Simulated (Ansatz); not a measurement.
System: BP.

Input

```
crystal:
  lattice:
    - [0.0, 2.275, 2.275]
    - [2.275, 0.0, 2.275]
    - [2.275, 2.275, 0.0]
  atoms:
    - { symbol: B, position: [0.0, 0.0, 0.0] }
    - { symbol: P, position: [0.25, 0.25, 0.25] }
basis:
  ecutwfc: 420
kpoints:
  mp_grid: { grid: [8, 8, 8] }
hamiltonian:
  xc: pbe
scf:
  occupations: { method: gaussian, width: 0.02 }
output:
  forces: true
  stress: true
  eigenvalues: true
  write_density: true
  write_potential: true
  elf: true
  volumetric_format: npy
```

Command:

```sh
ansatz run input.yaml --threads 4 --pin off --max-ram 12288MiB --backend cpu --events-out ev --progress --plain --runs-dir out
```

Below, planes, directions and counts refer to the conventional cell (a = 4.55 Å, b = 4.55 Å, c = 4.55 Å, α = 90.00°, β = 90.00°, γ = 90.00°).

Space group F-43m; a generated structure, not necessarily the stable one; changed on purpose from its base cell (volume × 1.000 of the coarse rest volume).

Method: Ansatz 0.2.0, DFT PBE, scalar-relativistic, plane waves, PAW.

What will maps of the valence pseudo-density and electron localisation function show?

Answer. B–P (1.97 Å): ρ at the midpoint is about 0.89 e/Å³; the ELF peaks at about 0.95 between the atoms, as expected for a shared electron pair.

Metal or insulator at this level of theory?

Answer. It is gapped, with a Kohn–Sham gap of 1.3 eV on the k-point mesh, an upper bound to the gap of this method.

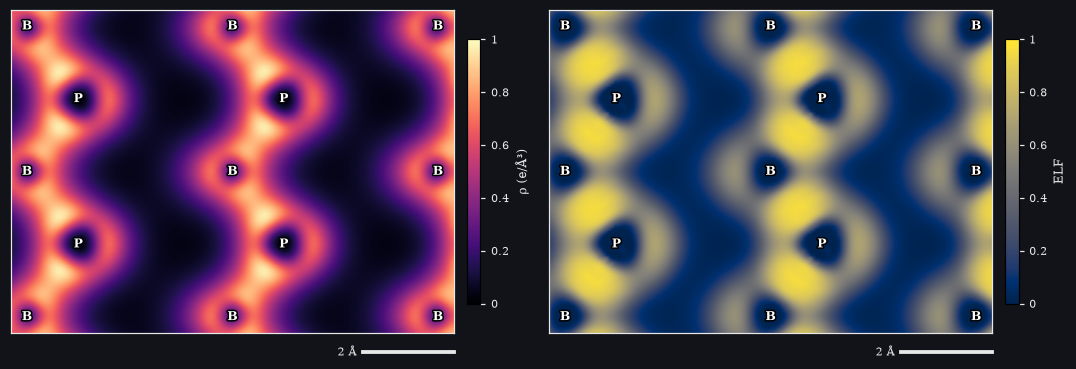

Computed valence pseudo-density and electron localisation function on the (110) plane of the conventional cell, in this order. 

The density is the valence pseudo-density of a PAW calculation; it isn't the true density close to the nuclei.
